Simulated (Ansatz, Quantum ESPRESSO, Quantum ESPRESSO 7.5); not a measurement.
## Evanescent states of CaO, rock salt type, lattice constant set to 4.743 Å

Wanted: the complex band structure of CaO, rock salt type, lattice constant set to 4.743 Å, as for a tunnel barrier.

Program: Quantum ESPRESSO 7.5. Level of theory: plane-wave DFT, LDA, PseudoDojo norm-conserving pseudopotentials (cross-check by Ansatz 0.2.0 with PAW datasets). Results are calculated unless marked as measured.

### Step 1. Set-up

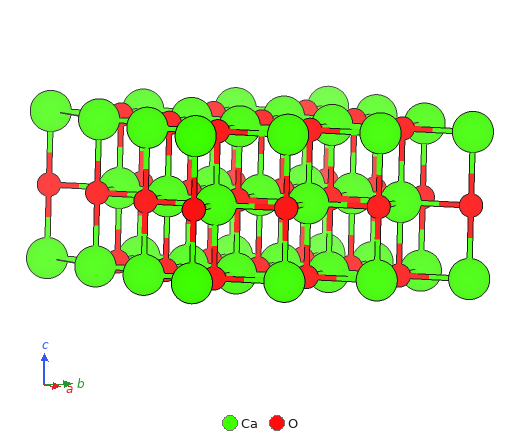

The cell as given, from the side, with the c axis up (calcium green, oxygen red). 3×3×1 cells are drawn. Some periodic images of atoms are drawn too.

### Step 2. Ground state

pwcond needs a cell whose third axis lies along the current and stands perpendicular to the other two.

Input file scf.in:

```
&control
  prefix = 'scf'
  outdir = './out'
  pseudo_dir = './pseudo'
  calculation = 'scf'
  tprnfor = .true.
/
&system
  ibrav = 0
  nat = 4
  ntyp = 2
  ecutwfc = 72
  ecutrho = 288
  occupations = 'fixed'
  nbnd = 20
/
&electrons
  conv_thr = 1e-09
  mixing_beta = 0.6
  electron_maxstep = 120
/
ATOMIC_SPECIES
  Ca  40.0780  Ca.dojo-sr-lda-0.4.1-standard.upf
  O   15.9990  O.dojo-sr-lda-0.4.1-standard.upf
CELL_PARAMETERS angstrom
  3.35380746316779 0.00000000000000 0.00000000000000
  0.00000000000000 3.35380746316779 0.00000000000000
  0.00000000000000 0.00000000000000 4.74300000000000
ATOMIC_POSITIONS crystal
  Ca  0.000000000000 0.000000000000 0.000000000000
  O   0.500000000000 0.500000000000 0.000000000000
  Ca  0.500000000000 0.500000000000 0.500000000000
  O   0.000000000000 0.000000000000 0.500000000000
K_POINTS automatic
  8 8 6 0 0 0
```

Launch:

```sh
OMP_NUM_THREADS=1 mpirun -n 2 pw.x -nk 2 -in scf.in > scf.out
```

Planned after this: complex bands with pwcond.x; complex band structure, with ewind = 1.0; complex band structure, with ewind, epsproj = [0.1, 0.1]; the same in Ansatz; by hand. Settings of the main run: cutoff 72 Ry, fixed occupations, nbnd 20, SCF threshold 1.00e-9 Ry, dojo-sr-lda-0.4.1-standard potentials, 8×8×6 k-mesh.

What does the calculation give for the smallest κ at mid-gap among the four k points, at the zone centre; peak of the smallest κ in the stop band at the zone centre; and peak at the zone centre by Ansatz?

With a gap of 3.47 eV on the mesh, the smallest κ at mid-gap among the four k points, at the zone centre is 0.295 Å⁻¹ (LDA, PseudoDojo norm-conserving). For a barrier with the Fermi level at mid-gap the slowest state found, at the zone centre, loses a factor of ten in probability every 3.9 Å or so. Stop bands away from the zone centre are mostly wider than the gap, so their peaks can lie above the conduction bottom.

```
smallest κ at mid-gap among the four k points, at the zone centre    : 0.295 Å⁻¹
peak of the smallest κ in the stop band at the zone centre           : 0.309 Å⁻¹
peak of the smallest κ in the stop band at (1/2, 0)                  : 0.586 Å⁻¹
peak of the smallest κ in the stop band at (1/2, 1/2)                : 0.380 Å⁻¹
peak of the smallest κ in the stop band at (1/4, 0)                  : 0.403 Å⁻¹
energy of the peak at the zone centre, over the highest filled level : 2.53 eV
peak at the zone centre by Ansatz                                    : 0.309 Å⁻¹
```

At the zone centre pwcond's peak is 0.309 and Ansatz's 0.309 1/Å, 0 % apart. The cell is the a/√2 one, turned by 45°, with two primitive cells, so X along [001] folds onto kz = 0. A semilocal gap is too small, often by a third to a half and by more in narrow-gap crystals, so real barriers decay faster.

[Logs are printed without paths, hosts, clocks, repeated set-up lines and the standing remarks that a program may print on its own settings, such as how far it seeks lower states.]

[Hosts, paths, dates, database ids (printed as entryN), source tags and the programs' standing remarks are cut or masked in the printed files.]

[Maps of the electrostatic potential energy from Ansatz leave out the sawtooth potential of an applied field or a dipole correction, so their vacuum need not be flat; planar profiles and work functions include it.]
